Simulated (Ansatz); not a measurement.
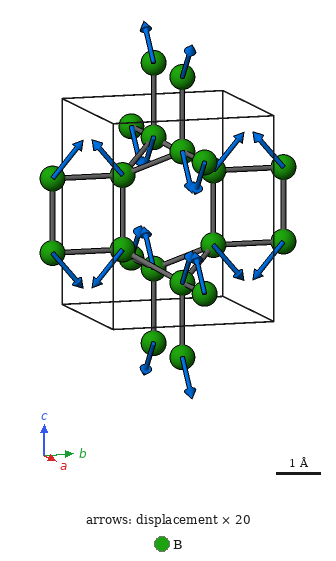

A relaxation of solid B (a generated structure, set up in P4_2/mmc) (coarse preliminary run). The starting structure is drawn; blue arrows show the displacements (the part carried along by the change of the cell is left out), 20 times their true length.

The picture is a ball-and-stick view of the cell of the calculation, seen slightly off an axis.

All numbers below come from Ansatz, DFT PBE, scalar-relativistic, plane waves, PAW.

Input file:
```yaml
crystal:
  lattice:
    - [3.83905534, 0.0, 0.0]
    - [0.0, 3.83905534, 0.0]
    - [0.0, 0.0, 4.74163852]
  atoms:
    - { symbol: B, position: [0.78193849, 0.5, 0.18090691] }
    - { symbol: B, position: [0.5, 0.78193849, 0.68090691] }
    - { symbol: B, position: [0.5, 0.21806151, 0.68090691] }
    - { symbol: B, position: [0.78193849, 0.5, 0.81909309] }
    - { symbol: B, position: [0.21806151, 0.5, 0.81909309] }
    - { symbol: B, position: [0.21806151, 0.5, 0.18090691] }
    - { symbol: B, position: [0.5, 0.78193849, 0.31909309] }
    - { symbol: B, position: [0.5, 0.21806151, 0.31909309] }
basis:
  ecutwfc: 420
kpoints:
  mp_grid: { grid: [4, 4, 4] }
hamiltonian:
  xc: pbe
scf:
  occupations: { method: gaussian, width: 0.1 }
  lower_state_search: "off"
output:
  forces: true
  stress: true
  eigenvalues: true
relax:
  adjacent_minimum: "off"
  f_tol: 0.04
  max_steps: 70
  cell: { stress_tol: 0.4 }
```

Run as
```bash
ansatz run input.yaml --threads 1 --pin off --max-ram 2048MiB --backend cpu --events-out ev --progress --plain --runs-dir out
```

Question: Describe the change and its energy.

Answer: Over 7 accepted moves (9 points after the start) the energy falls by 0.684 eV per cell of the calculation. The largest force component goes from 1.3 to 0.00098 eV/Å. The pressure goes from 21.27 to 0.00 GPa. The SCF was repeated twice at an unchanged geometry on a basis and grid sized afresh for the cell, which shifted the energy by 21.4 meV per cell of the calculation at most. The largest moves relative to the cell, 0.057 Å, are those of 8 atoms (B1, B2, B3, B4 and others). B2 goes along [0 1 1]. Cell: a = b 3.839 → 4.010 Å (+4.4 %), c 4.742 → 4.855 Å (+2.4 %). Volume +11.7 %. Some distances before and after: B1–B4 1.716 → 1.843 Å, B1–B7 1.665 → 1.752 Å. Among the angles between lasting bonds that change: B4–B1–B7 113.2° → 109.5°, B7–B1–B8 81.1° → 83.6°. The space group stays P4_2/mmc (No. 131). The run took 15 s on 1 thread of Intel(R) Xeon(R) CPU @ 2.60GHz (Ice Lake), with other jobs on the host, peak memory 0.39 GiB.

Limits of the set-up: the k-point mesh is coarse for a cell with partly filled bands.
